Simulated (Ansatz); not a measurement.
## Geometry relaxation, with input and output: Ge (part 2 of 2)

Continued. System: Ge (slab, 6 atoms in the cell). Method: DFT PBEsol, scalar-relativistic, plane waves, PAW, no spin polarisation (Ansatz 0.2.0); cutoff 420 eV, 7×7×1 k-mesh, Gaussian smearing of 0.1 eV. The structure derives from an entry of the Crystallography Open Database. The input holds or restrains some coordinates. Forces given for the steps count only the free coordinates. It belongs to a series of runs on one base structure; here: clean slab, lower half held.

Geometry of the input (Å; fractional positions):
```
4.0134  0.0000  0.0000
0.0000  4.0134  0.0000
0.0000  0.0000  24.0947
Ge 0.0000  0.5000  0.3528
Ge 0.0000  0.0000  0.4117
Ge 0.5000  0.0000  0.4706
Ge 0.5000  0.5000  0.5294
Ge 0.0000  0.5000  0.5883
Ge 0.0000  0.0000  0.6472
```

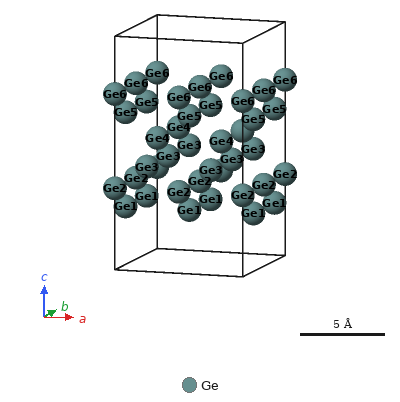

**Figure 1.** The geometry at step 2 of the log (spheres-only view of the 2 × 2 repeat of the cell, with the vacuum cut short, seen slightly off an axis; atoms are numbered from 1 in the order of the input).

```
WARN: The input density's exchange-correlation potential varies sharply where the density is thin. Do not read a vacuum level from v_tot or v_xc, or from such a field of the output density. On a cell that repeats whose density bears no net charge and no dipole along the vacuum's axis use v_es (v_loc + v_h of the components); under efield.dipole_correction with no amplitude use v_es + v_field, which holds any external_charges[].barrier, or the levels of the report's work_function block, which leave it out; under a non-zero efield.amplitude the vacuum is tilted and has no level; on a cell that repeats and bears such a dipole with no correction it is tilted too, and efield.dipole_correction with no amplitude gives each side of its ramp a level where efield: is served; in a cell that repeats whose density bears a net charge (total_charge, or a fill off its count) it is curved and has none; of a slab under crystal.periodic whose density bears no net charge use v_es, which has a level on each side, short of where the two are joined; of another it falls or rises all the way out and has none; of a slab beside external_charges read slab_vacuum_level instead, which it has where they leave it neutral. The grid or the basis barely resolves most such structure, and the values can differ between equally converged runs; as a rule a tighter scf.convergence.dr2_threshold does not remove it. Where the density itself ripples (under the LDA too) a higher basis.ecutwfc lessens it. The files hold the spikes' plane waves up to the density's cutoff. Files: v_tot and the like, and their columns of v_z.tsv (output.write_potential); v_xc and the like, and their columns of v_comp_z.tsv (output.write_potential_components); where files of the output density stand in their place, no point of their own thin density is over the threshold below, and this is of outcome.potential() and, of a run that writes arrays (npy), the arrays of these names. Measured: with its Gaussian average of σ = 0.25 Å subtracted twice, the exchange-correlation potential is over 0.1 eV at 2 of the grid points where the equally averaged density (valence and model cores) is under 1e-3 e/Å³, and 0.111 eV at the most among them, at an averaged density of 1.2e-8 e/Å³. See output.write_potential in the manual, Limitations
SCF converged after 3 iterations
Free energy (F): -25517.837731 eV
Harris-Foulkes:  -25517.837731 eV  (|F-HF|=7.17e-10)
Internal energy: -25517.815582 eV  (E = F + TS)
E sigma→0 (E₀):  -25517.826657 eV
Entropy (-TS):   -0.022149 eV (-3.692 meV/atom)
Fermi energy:    -0.413102 eV
Dipole field:    D = -0.000567 V/Å  (p = -0.001217 e·Å, saw-weighted, corrected)
Work function:   Φ+ = 4.9539 eV   Φ− = 4.9403 eV
Levels:          The Fermi level and band energies are counted from a zero that moves with the ramp; work functions are not
--- Per-component energies (eV) ---
  E_band       = -1601.040705
  E_kinetic    = 662.692888
  E_local      = -81734.356867  (includes V_loc(G=0)·N_el)
  E_nonlocal   = 2512.144927
  E_hartree    = 39601.877428
  E_xc         = -445.942644
  E_vxc        = -382.800379  (∫ρ·V_xc dr)
  E_paw        = -11865.233006  (= ΣΔE_a)
  E_vpaw       = -1862.482227  (= ΣTr[D̂ρ^β])
  E_aug_tail   = 0.001913  (compensation charges beyond the density's cutoff)
  E_efield     = 0.000000  (sawtooth field / dipole correction)
  E_vefield    = 0.000320  (∫n·V_field dr)
  E_ewald      = 25745.492160
  E_core_change = 5.507617  (= ΣΔE_core)
  E_smearing   = -0.022149  (= −TS)
  E_closure    = -0.000000  (closes the sum)
  Σ components = -25517.837731   (vs F -25517.837731, Δ=0.00e0)
--- Forces (eV/Å), atoms counted from 1 ---
  atom   1  Ge    -0.00000000     0.00000000    -0.05070485
  atom   2  Ge    -0.00000000     0.00000000    -0.09699856
  atom   3  Ge     0.00000000     0.00000000     0.15967110
  atom   4  Ge    -0.00000000     0.00000000    -0.00075758
  atom   5  Ge     0.00000000     0.00000000     0.00824611
  atom   6  Ge    -0.00000000     0.00000000    -0.01944469
  max |Σ_I F_I| component: 1.15e-5 eV/Å
--- Band table (eV; the first three rows and the last of 16) ---
  k-point 0: bands = ["-24.8816", "-24.8296", "-24.8182", "-24.8095", "-24.7889", "-24.7655", "-24.7032", "-24.6899", "-24.6732", "-24.6720", "-24.6616", "-24.6611", "-24.6475", "-24.6322", "-24.6298", "-24.6166", "-24.6139", "-24.5926", "-24.5815", "-24.5607", "-24.4646", "-24.4634", "-24.4366", "-24.4319", "-24.4305", "-24.4284", "-24.4004", "-24.3982", "-24.3772", "-24.3512", "-12.2781", "-11.1482", "-9.5240", "-7.3600", "-4.8538", "-2.6102", "-2.5616", "-2.2467", "-1.5738", "-1.3652", "-0.4657", "0.1777", "0.8966", "1.0327", "1.2603", "1.7981", "1.9706", "2.1500", "2.2891", "3.5701", "4.2273"]
  k-point 1: bands = ["-24.8847", "-24.8306", "-24.8204", "-24.7977", "-24.7965", "-24.7532", "-24.7083", "-24.6914", "-24.6827", "-24.6708", "-24.6650", "-24.6615", "-24.6407", "-24.6335", "-24.6292", "-24.6177", "-24.6136", "-24.5895", "-24.5744", "-24.5539", "-24.4651", "-24.4617", "-24.4421", "-24.4371", "-24.4318", "-24.4301", "-24.4105", "-24.4011", "-24.3693", "-24.3439", "-12.1182", "-11.0054", "-9.3466", "-7.5156", "-5.2228", "-3.4070", "-2.9527", "-2.4291", "-2.1195", "-1.2870", "-0.7058", "-0.0719", "1.2923", "1.3997", "1.7384", "2.2078", "2.4998", "2.5656", "3.1537", "3.6321", "4.2652"]
  k-point 2: bands = ["-24.8832", "-24.8329", "-24.8293", "-24.8080", "-24.7735", "-24.7330", "-24.7215", "-24.7020", "-24.6837", "-24.6755", "-24.6737", "-24.6512", "-24.6354", "-24.6292", "-24.6260", "-24.6191", "-24.6137", "-24.5870", "-24.5660", "-24.5459", "-24.4846", "-24.4575", "-24.4544", "-24.4365", "-24.4341", "-24.4270", "-24.4089", "-24.4031", "-24.3650", "-24.3401", "-11.6563", "-10.6413", "-8.8375", "-8.0440", "-6.2760", "-4.8232", "-3.7015", "-2.2024", "-2.0611", "-1.1809", "-1.1378", "-0.5475", "1.3303", "1.5435", "1.7513", "2.0032", "3.1297", "3.5689", "4.4302", "4.5522", "4.8449"]
  k-point 15: bands = ["-24.8760", "-24.8591", "-24.8206", "-24.8008", "-24.7498", "-24.7254", "-24.7177", "-24.7032", "-24.6861", "-24.6748", "-24.6681", "-24.6488", "-24.6369", "-24.6259", "-24.6234", "-24.6161", "-24.6090", "-24.6009", "-24.5684", "-24.5488", "-24.5064", "-24.4744", "-24.4610", "-24.4459", "-24.4304", "-24.4117", "-24.4084", "-24.3867", "-24.3605", "-24.3357", "-9.5870", "-9.0748", "-8.6411", "-8.1832", "-7.5765", "-7.4960", "-3.6842", "-3.6372", "-3.0261", "-2.9425", "-1.3720", "-1.0576", "-0.9616", "-0.5354", "1.9976", "2.0675", "2.7354", "2.8209", "4.4946", "4.7822", "5.4334"]
--- Relaxed structure (3 steps of the walk, 3 accepted, 0 SCFs on fresh bases) ---
  F+E_penalty+E_count = -25517.83773148 eV   max|allowed force component| = 1.944e-2 eV/Å
  atoms:
    - { symbol: Ge, position: [0.0, 0.5, 0.35277465] }
    - { symbol: Ge, position: [0.0, 0.0, 0.41166479000000006] }
    - { symbol: Ge, position: [0.5, 0.0, 0.4705549300000001] }
    - { symbol: Ge, position: [0.5, 0.5, 0.529189458904381] }
    - { symbol: Ge, position: [7.62843825413075e-19, 0.5, 0.5890982050611658] }
    - { symbol: Ge, position: [1.1630247096317048e-18, 0.0, 0.6483886052822754] }
```

**Trajectory as extended XYZ (Å, eV, eV/Å), 3 frames, from step=1 to step=3**
```
6
Lattice="4.0134 0.0000 0.0000 0.0000 4.0134 0.0000 0.0000 0.0000 24.0947" Properties=species:S:1:pos:R:3:forces:R:3 step=1 energy=-25517.83580
Ge    0.0000    2.0067    8.5000    0.0000   0.0000  -0.0574
Ge    0.0000    0.0000    9.9189    0.0000   0.0000  -0.0862
Ge    2.0067    0.0000   11.3379    0.0000   0.0000   0.1744
Ge    2.0067    2.0067   12.7568    0.0000   0.0000  -0.1744
Ge    0.0000    2.0067   14.1758    0.0000   0.0000   0.0862
Ge    0.0000    0.0000   15.5947    0.0000   0.0000   0.0574
6
Lattice="4.0134 0.0000 0.0000 0.0000 4.0134 0.0000 0.0000 0.0000 24.0947" Properties=species:S:1:pos:R:3:forces:R:3 step=2 energy=-25517.83773
Ge    0.0000    2.0067    8.5000    0.0000   0.0000  -0.0507
Ge    0.0000    0.0000    9.9189    0.0000   0.0000  -0.0970
Ge    2.0067    0.0000   11.3379    0.0000   0.0000   0.1597
Ge    2.0067    2.0067   12.7507    0.0000   0.0000  -0.0008
Ge    0.0000    2.0067   14.1941    0.0000   0.0000   0.0083
Ge    0.0000    0.0000   15.6227    0.0000   0.0000  -0.0194
6
Lattice="4.0134 0.0000 0.0000 0.0000 4.0134 0.0000 0.0000 0.0000 24.0947" Properties=species:S:1:pos:R:3:forces:R:3 step=3 energy=-25517.83773
Ge    0.0000    2.0067    8.5000    0.0000   0.0000  -0.0507
Ge    0.0000    0.0000    9.9189    0.0000   0.0000  -0.0970
Ge    2.0067    0.0000   11.3379    0.0000   0.0000   0.1597
Ge    2.0067    2.0067   12.7507    0.0000   0.0000  -0.0008
Ge    0.0000    2.0067   14.1941    0.0000   0.0000   0.0082
Ge    0.0000    0.0000   15.6227    0.0000   0.0000  -0.0194
```

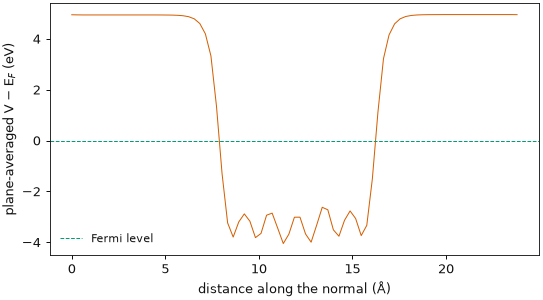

**Figure 2.** Plane average of the electrostatic potential energy of an electron across the cell, from the Fermi level. The vacuum level lies 4.95 eV above the Fermi level.

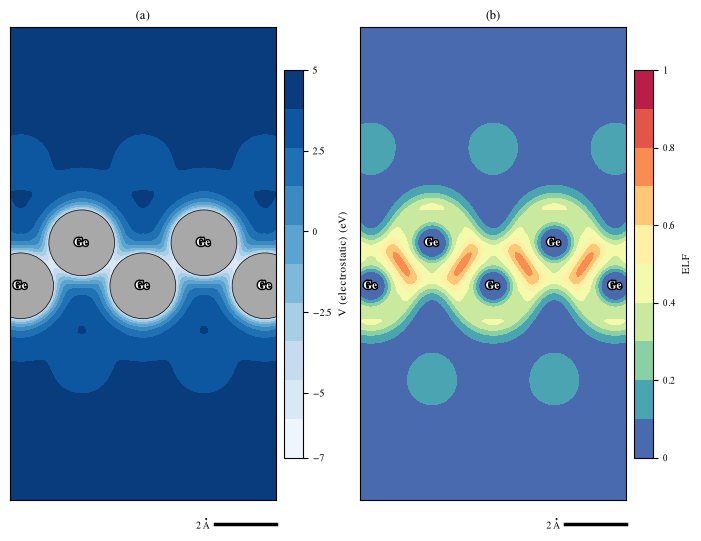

**Figure 3.** (a) electrostatic potential energy of an electron; (b) ELF on the (100) plane of the calculation cell, a cut from vacuum to vacuum. Grey discs, where drawn, cover atomic cores. Ge–Ge (2.45 Å): the ELF peaks at about 0.75 between the atoms, which marks localised, shared-pair bonding. Core electrons are frozen (PAW), so the fields are smoothed inside the atomic spheres.

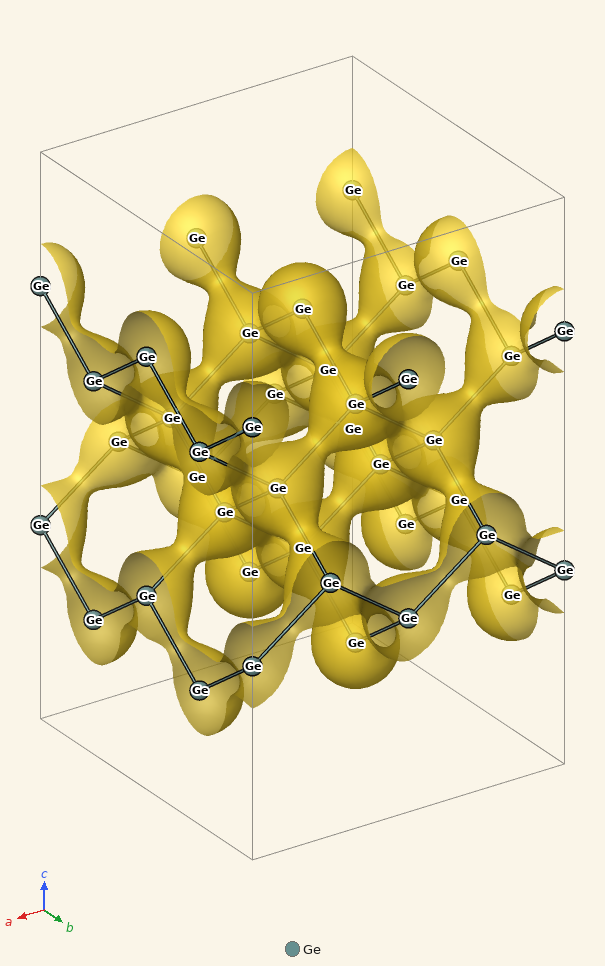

**Figure 4.** Isosurface of the valence electron density at 0.4 e/Å³ (yellow), seen at an oblique angle. Sticks mark near contacts. At this value the density is joined into sheets; it holds about 80 % of the electrons treated as valence (semicore included). On the grid the lowest density along these lines, outside the cores, is 0.49 e/Å³ (Ge–Ge, 2.45 Å).

**Results in brief**

| quantity | value |
| --- | --- |
| outcome | converged under the restraints of the input |
| electrons treated | 84 |
| free energy | −25517.8377 eV |
| work function, top face | 4.95 eV |
| work function, bottom face | 4.94 eV |
| Fermi energy | −0.413 eV |
| gap on the k-point mesh | none (metallic) |
| final volume | 388.10 Å³ |
| work function (upper face) | 4.95 eV |
| largest force (length of the vector) at the end, held atoms and coordinates included | 0.160 eV/Å |
| wall time | 26 s (CPU time 1.7 min) |
| peak memory | 0.9 GiB |

**Notes**

Warnings of the run: the exchange-correlation potential is rough where the density is thin.
